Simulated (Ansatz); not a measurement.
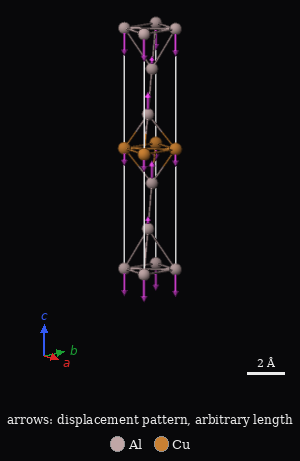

One vibrational mode of solid Al5Cu (a generated structure) at the zone centre. The pink arrows are the displacements of the atoms (eigenvector over the root of the mass), of arbitrary overall length and sign. Style: ball-and-stick. Shown: the cell of the calculation, slightly off an axis.

Theory: Ansatz, DFT PBE, scalar-relativistic, plane waves, PAW.

Input file:
```yaml
crystal:
  lattice:
    - [2.8461422726, -2.89e-08, 0.0]
    - [-1.4230711113, 2.4648315253, 0.0]
    - [0.0, 0.0, 13.3654787207]
  atoms:
    - { symbol: Al, position: [0.0, 0.0, 0.0] }
    - { symbol: Al, position: [0.3333333333, 0.6666666667, 0.8249519351] }
    - { symbol: Al, position: [0.6666666667, 0.3333333333, 0.6507888352] }
    - { symbol: Al, position: [0.3333333333, 0.6666666667, 0.3492111648] }
    - { symbol: Al, position: [0.6666666667, 0.3333333333, 0.1750480649] }
    - { symbol: Cu, position: [0.0, 0.0, 0.5] }
basis:
  ecutwfc: 420
kpoints:
  mp_grid: { grid: [18, 18, 4] }
hamiltonian:
  xc: pbe
scf:
  occupations: { method: fermi_dirac, width: 0.15 }
output:
  eigenvalues: true
phonons:
  method: dfpt
  eigenvectors: true
  qmesh: [3, 3, 1]
  temperatures: { t_max: 1000, t_step: 100 }
  qpath:
    path:
      - [[0.0, 0.0, 0.0], [0.5, 0.0, 0.0], [0.33333333, 0.33333333, 0.0], [0.0, 0.0, 0.0], [0.0, 0.0, 0.5], [0.5, 0.0, 0.5], [0.33333333, 0.33333333, 0.5], [0.0, 0.0, 0.5]]
      - [[0.5, 0.0, 0.5], [0.5, 0.0, 0.0]]
      - [[0.33333333, 0.33333333, 0.5], [0.33333333, 0.33333333, 0.0]]
    npoints: 8
```

Launched with:
```bash
ansatz run input.yaml --threads 4 --pin off --max-ram 8192MiB --backend cpu --events-out ev --progress --plain --runs-dir out
```

The frequencies depend somewhat on the k-mesh and the smearing.

Give the symmetry, activity and frequency of this mode.

This is the A₂u mode at 31.2 meV, optical level 8 of 10, counted from below, infrared-active by symmetry. All motion is along c; the kinetic energy is shared as Al 78 %, Cu 22 %. The crystal is a metal, so free carriers screen the infrared response.
